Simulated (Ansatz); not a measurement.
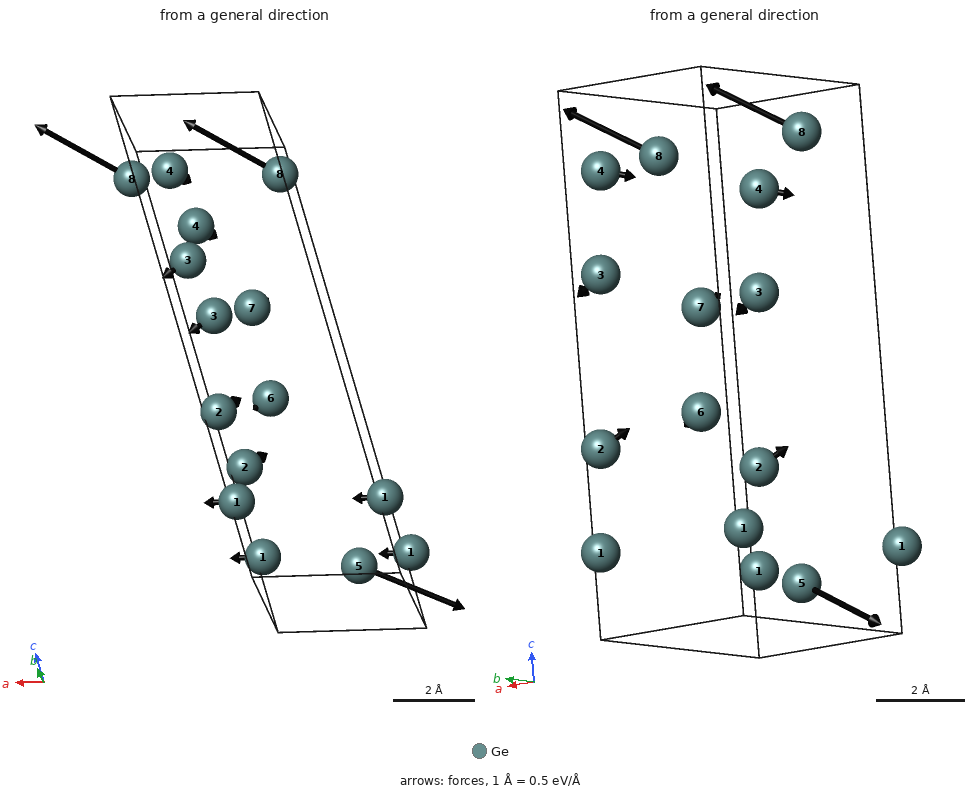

Spheres-only drawing of the structure, looking from two general directions. The edges of the simulation cell are marked. The arrows are the computed forces on the atoms.

System: Ge. Calculation details: Ansatz 0.2.0, DFT r2SCAN, scalar-relativistic, plane waves, PAW; an energy cutoff of 500 eV, a 10×10×3 mesh of k-points, Gaussian smearing of 0.03 eV, no spin polarisation.

> Is the structure at a minimum of the energy?

No. The atoms still feel forces of up to about 1.2 eV/Å, far above a usual threshold of 0.01 to 0.03 eV/Å.

> Which atom carries the strongest force?

Ge5 and Ge8, about 1.2 eV/Å.

It derives from a structure listed in the Materials Project. The cell was then strained or its atoms displaced on purpose. Ansatz was used for an electronic-structure calculation on it.
